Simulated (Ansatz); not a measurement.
## Band-structure calculation, with input and output: Ga₂N

- system: Ga₂N (3 atoms in the cell)
- method: DFT PBE, scalar-relativistic, plane waves, PAW, no spin polarisation (Ansatz 0.2.0)

The structure was made by a generator, so it may or may not be a known phase. Figures and captions count atoms from 1; the log counts them from 0 in places.

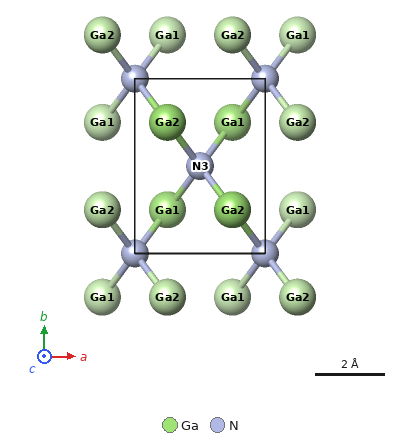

**Figure 1.** The input geometry (ball-and-stick view of the cell 2 times as large as that of the calculation, set on its symmetry axes, along the c axis; neighbours outside the cell are drawn fainter; atoms are numbered from 1 in the order of the input). Near neighbours in the crystal (not all of them lie inside the picture): Ga has 2 N at 2.01 Å; N has 4 Ga at 2.01 Å.

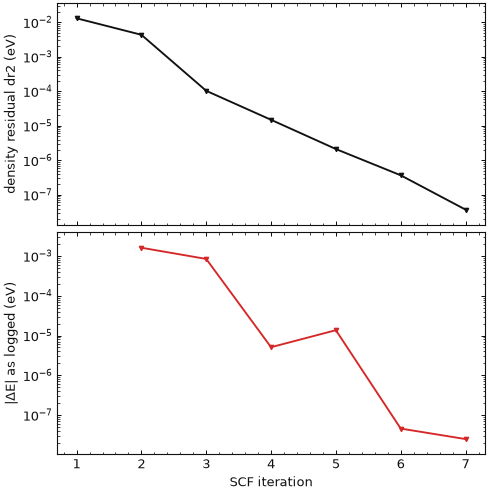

**Figure 2.** Convergence of the self-consistent field: density residual dr2 and size of the energy change against the SCF iteration. The residual falls at every step.

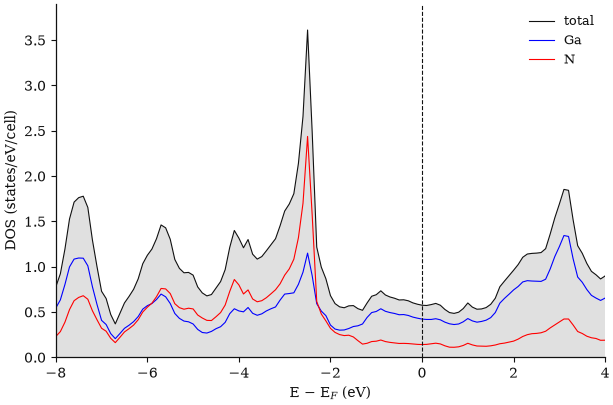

**Figure 3.** Density of states (projected on Löwdin-orthogonalised atomic shells), with energies from the Fermi level. There are states at the Fermi level: a metal at this level of theory.

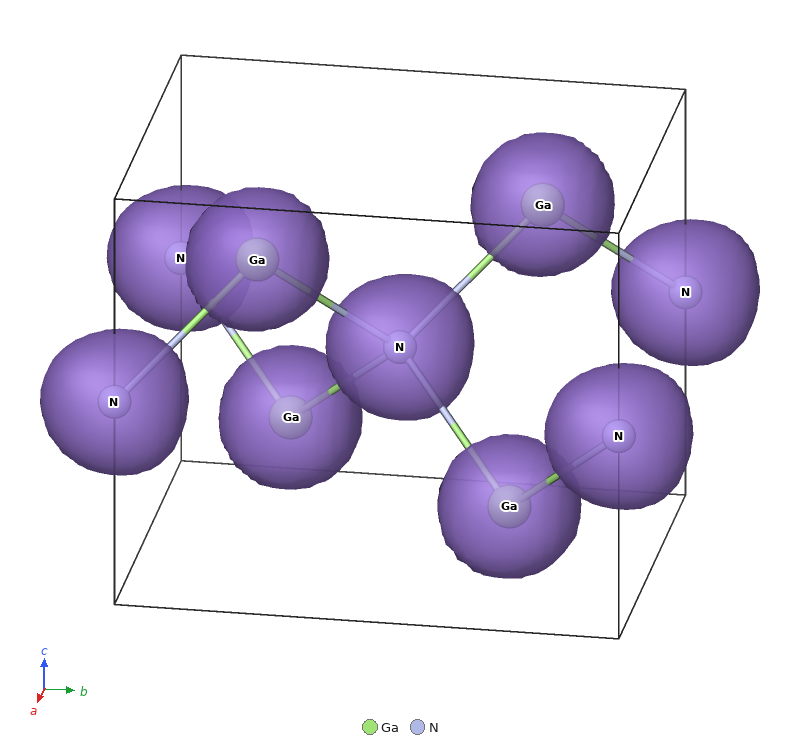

**Figure 4.** Isosurface of the valence charge density (pseudo) at 1 e/Å³ (purple), seen at an oblique angle. Sticks mark near contacts. The outline is the cell set on symmetry axes. At this value the density breaks into separate islands; it holds about 70 % of the electrons treated as valence (semicore included). It is pinched off along the Ga–N (2.01 Å) contacts. On the grid the lowest density along these lines, outside the cores, is 0.64 e/Å³ (Ga–N, 2.01 Å). The fields are those of the smooth PAW valence density.

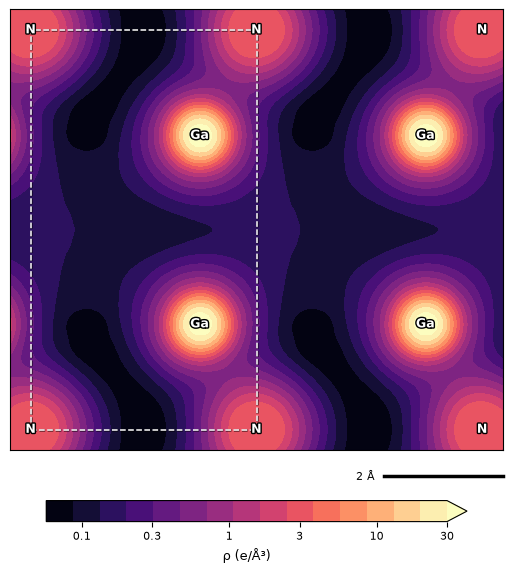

**Figure 5.** Valence electron density on the (011̄) plane of the conventional cell. The plane passes through Ga and N nuclei. Ga–N (2.01 Å): ρ is about 0.65 e/Å³ halfway. Away from the nuclei the density in this plane falls to 0.06 e/Å³ at its lowest.

These pictures come from the run below.

Input file
```yaml
crystal:
  lattice:
    - [1.8923647364, -2.54221054, 0.0]
    - [1.8923647364, 2.54221054, 0.0]
    - [0.0, 0.0, 4.3587105648]
  atoms:
    - { symbol: Ga, position: [0.0, 0.5, 0.2168940739] }
    - { symbol: Ga, position: [0.5, 0.0, 0.7831059261] }
    - { symbol: "N", position: [0.0, 0.0, 0.5] }
basis:
  ecutwfc: 420
kpoints:
  mp_grid: { grid: [16, 16, 10] }
  band_path:
    path:
      - [[0.0, 0.0, 0.0], [-0.5, 0.5, 0.0], [-0.38852453, 0.61147547, 0.0]]
      - [[0.38852453, 0.38852453, 0.0], [0.0, 0.0, 0.0], [0.0, 0.0, 0.5], [0.38852453, 0.38852453, 0.5]]
      - [[-0.38852453, 0.61147547, 0.5], [-0.5, 0.5, 0.5], [-0.5, 0.5, 0.0]]
      - [[0.0, 0.0, 0.0], [0.0, 0.5, 0.0], [0.0, 0.5, 0.5], [0.0, 0.0, 0.5], [-0.5, 0.5, 0.5]]
    npoints: 14
hamiltonian:
  xc: pbe
scf:
  occupations: { method: gaussian, width: 0.1 }
  n_extra_bands: 7
output:
  forces: true
  stress: true
  eigenvalues: true
  populations: true
  dos: { projected: true, de: 0.02, nscf_kmesh: { grid: [20, 20, 12] } }
  bader: true
  write_density: true
  write_potential: true
  elf: true
  volumetric_format: npy
```

Launch command:
```bash
ansatz run input.yaml --threads 1 --pin off --max-ram 2560MiB --backend cpu --events-out ev --progress --plain --runs-dir out
```

What the program printed
```
scf.n_extra_bands = 7 over 16 filled bands (N_el = 31.0): the run solves 23 bands
Engine: ansatz 0.2.0, aarch64-unknown-linux-gnu
Pseudopotentials: kind: paw
Pseudopotential: Ga, paw, valence charge 13, recommended cutoff 420 eV (normal), Ga.paw.azcp
Pseudopotential: N, paw, valence charge 5, recommended cutoff 420 eV (normal), N.paw.azcp
Functional definition: PBE
  parameter kappa = 0.804
  parameter beta = 0.06672455060314922
  exchange = pbe_x(kappa = kappa, mu = beta*pi^2/3)
  correlation = pbe_c(beta = beta)
Crystal: 3 atoms, lattice volume = 41.938 Å³
Basis set: ecut = 420 eV, 821 PW (Γ), exchange–correlation on 48×48×60 points (8 copies of the dense FFT grid, shifted against one another)
Bands: 23, of which v1, the nominal top of the filled ones, is band 16 counted from 1 (15 counted from 0)
Symmetry: 4 space group operations
Space group: C222 (ITA 21), of the structure as read, at distance tolerance 3.5e-5 Å
k-points: 438 of 2560 (time reversal used)
Non-local potential: Ga, projectors of the file, l = 0: 2, l = 1: 2, l = 2: 3, l = 3: 1
Non-local potential: N, projectors of the file, l = 0: 2, l = 1: 2, l = 2: 1
PAW form: soft (Blöchl's): semilocal exchange-correlation on the pseudo side does not see the compensation charge
PAW one-centre angular grid: Ga, 590 points (default); XC on 64 Gauss nodes
PAW one-centre angular grid: N, 110 points (default); XC on 64 Gauss nodes
Initial density: superposition of atomic densities (neutral atoms: chi_scale 0, normalization atom), corrected by the library's trained network
Initial wavefunctions: pseudopotential atomic-orbital guess
Functional: x = pbe(κ = 0.804, μ = 0.2195149727645171), c = pbe(β = 0.06672455060314922)
SCF iter   1: F=—  HF=-7949.953190 eV  |F-HF|=—  |Δ(HF+E_count)|=         —  Δρ=5.45e-3  dr2=1.30e-2  ethr=1.77e-3  ⟨swp⟩=5.0  Hψ=42123  notcnv=0  defer=180
preconditioner: auto → Kerker (q_TF=auto, 2.594 Å⁻¹)  [metal: Δε(μ)=0.027 eV  Ē_g=18.985 eV  σ=0.100 eV  W_gap=0.15  n_scr=16 (ndim 8)  ℏωp=31.9 eV  f_vac=0.000  D(μ)=0.61/eV (n_scr^D=2)]
SCF iter   2: F=—  HF=-7949.951577 eV  |F-HF|=—  |Δ(HF+E_count)|=   1.61e-3  Δρ=2.92e-3  dr2=4.32e-3  ethr=4.20e-5  ⟨swp⟩=1.2  Hψ=13665  notcnv=0  defer=223
SCF iter   3: F=—  HF=-7949.950737 eV  |F-HF|=—  |Δ(HF+E_count)|=   8.41e-4  Δρ=4.94e-4  dr2=1.03e-4  ethr=1.39e-5  ⟨swp⟩=2.0  Hψ=10263  notcnv=0  defer=223
SCF iter   4: F=—  HF=-7949.950732 eV  |F-HF|=—  |Δ(HF+E_count)|=   5.08e-6  Δρ=2.28e-4  dr2=1.49e-5  ethr=3.33e-7  ⟨swp⟩=2.0  Hψ=15903  notcnv=0  defer=223
SCF iter   5: F=—  HF=-7949.950718 eV  |F-HF|=—  |Δ(HF+E_count)|=   1.36e-5  Δρ=7.55e-5  dr2=2.12e-6  ethr=4.80e-8  ⟨swp⟩=2.0  Hψ=15717  notcnv=0  defer=223
SCF iter   6: F=—  HF=-7949.950718 eV  |F-HF|=—  |Δ(HF+E_count)|=   4.57e-8  Δρ=2.59e-5  dr2=3.68e-7  ethr=6.84e-9  ⟨swp⟩=2.9  Hψ=16418  notcnv=0  defer=223
SCF iter   7: F=-7949.950718 eV  HF=-7949.950718 eV  |F-HF|=1.45e-8  |Δ(HF+E_count)|=   2.49e-8  Δρ=6.73e-6  dr2=3.73e-8  ethr=3.23e-10  ⟨swp⟩=10.5  Hψ=64046  notcnv=0
SCF 1 converged in 7 iterations: F = -7949.950718 eV  dr2 = 3.73e-8
  greatest PAW one-centre occupation: 0.995 electrons in one spin orbital (limit 2), on the Ga atom at site 1 (counted from 0), in its partial waves of l = 2
NSCF: frozen V_eff on 158 k-points
NSCF: frozen V_eff on 777 k-points
SCF converged after 7 iterations
Free energy (F): -7949.950718 eV
Harris-Foulkes:  -7949.950718 eV  (|F-HF|=1.45e-8)
Internal energy: -7949.947373 eV  (E = F + TS)
E sigma→0 (E₀):  -7949.949045 eV
Entropy (-TS):   -0.003345 eV (-1.115 meV/atom)
Fermi energy:    10.444510 eV
--- Per-component energies (eV) ---
  E_band       = -44.642727
  E_kinetic    = 359.609023
  E_local      = -3720.157610  (includes V_loc(G=0)·N_el)
  E_nonlocal   = 896.541483
  E_hartree    = 1726.880901
  E_xc         = -197.446459
  E_vxc        = -191.338258  (∫ρ·V_xc dr)
  E_paw        = -4105.700048  (= ΣΔE_a)
  E_vpaw       = -843.059121  (= ΣTr[D̂ρ^β])
  E_aug_tail   = -0.000085  (compensation charges beyond the density's cutoff)
  E_ewald      = -2909.674578
  E_smearing   = -0.003345  (= −TS)
  E_closure    = 0.000000  (closes the sum)
  Σ components = -7949.950718   (vs F -7949.950718, Δ=0.00e0)
--- Forces (eV/Å), atoms counted from 1 ---
  atom   1  Ga     0.00000000     0.00000000    -0.00329996
  atom   2  Ga     0.00000000    -0.00000000     0.00329996
  atom   3  N     -0.00000000     0.00000000     0.00000000
  max |Σ_I F_I| component: 5.55e-17 eV/Å
--- Stress (GPa, compression-positive) ---
       -0.009049      -0.000000      -0.000000
       -0.000000      -0.022451      -0.000000
       -0.000000      -0.000000       0.012200
  P = ⅓ Tr σ = -0.0064 GPa (-0.064 kbar)
--- Band table (eV; the first three rows and the last of 438) ---
  k-point 0: bands = ["-6.2124", "-4.7009", "-4.5922", "-4.5396", "-4.5169", "-4.4438", "-4.4154", "-4.3514", "-4.3194", "-4.2340", "-4.1965", "3.1059", "4.3167", "7.6757", "7.9736", "12.8716", "14.7074", "16.0736", "18.1963", "19.3928", "20.9200", "20.9366", "21.2946"]
  k-point 1: bands = ["-6.1915", "-4.6912", "-4.5874", "-4.5541", "-4.5135", "-4.4440", "-4.4164", "-4.3559", "-4.3121", "-4.2229", "-4.2083", "2.5194", "4.9986", "7.7014", "7.9886", "12.6467", "14.8958", "16.0244", "18.2636", "19.0634", "20.4764", "21.2656", "21.4387"]
  k-point 2: bands = ["-6.1351", "-4.6630", "-4.5942", "-4.5657", "-4.5057", "-4.4446", "-4.4191", "-4.3643", "-4.3120", "-4.2414", "-4.1817", "1.6999", "6.1040", "7.7706", "8.0285", "12.0964", "15.3607", "15.8903", "18.4083", "18.4774", "20.3360", "20.5551", "21.7817"]
  k-point 437: bands = ["-5.7294", "-4.5975", "-4.5611", "-4.5508", "-4.5391", "-4.4348", "-4.4201", "-4.3803", "-4.2880", "-4.2753", "-2.2606", "3.2382", "4.9656", "5.2793", "7.4166", "10.2097", "11.3939", "12.7467", "15.2576", "17.7845", "19.6239", "20.7163", "23.4213"]
--- Löwdin populations: 3 sites ---
  site symbol       q [e]
     0     Ga     12.6407
     1     Ga     12.6407
     2      N      5.6631
  spilling = 0.001791 (of n_electrons = 31.000000)
--- Bader charges: 3 sites ---
  site symbol  charge [e]  shift [e]
     0     Ga      0.7336     0.0042
     1     Ga      0.7337     0.0042
     2      N     -1.4673     0.0085
  estimated error of the sums over rays = 4.9e-4 e
```

File populations.tsv
```
# site	symbol	l	j	q
# orbitals = lowdin
# n_electrons = 31.000000
# spilling = 0.001791
0	Ga	0_4S	-	1.049594
0	Ga	1_4P	-	1.609810
0	Ga	2_3D	-	9.981275
1	Ga	0_4S	-	1.049594
1	Ga	1_4P	-	1.609810
1	Ga	2_3D	-	9.981275
2	N	0_2S	-	1.490138
2	N	1_2P	-	4.172967
```

Summary

```tsv
quantity	value
outcome	converged
space group (tolerance 0.01 Å)	C222 (21)
electrons treated	31
free energy	−7949.9507 eV
Fermi energy	10.445 eV
gap on the k-point mesh	none (metallic)
pressure	−0.01 GPa
largest force (length of the vector)	0.003 eV/Å
hardware	1 thread of Arm Neoverse V1, 24 GiB of memory available, shared host
wall time	2.3 min
peak memory	0.71 GiB
```

Remarks

The cell holds an odd number of electrons but the run has no spin polarisation, so it comes out as a metal.
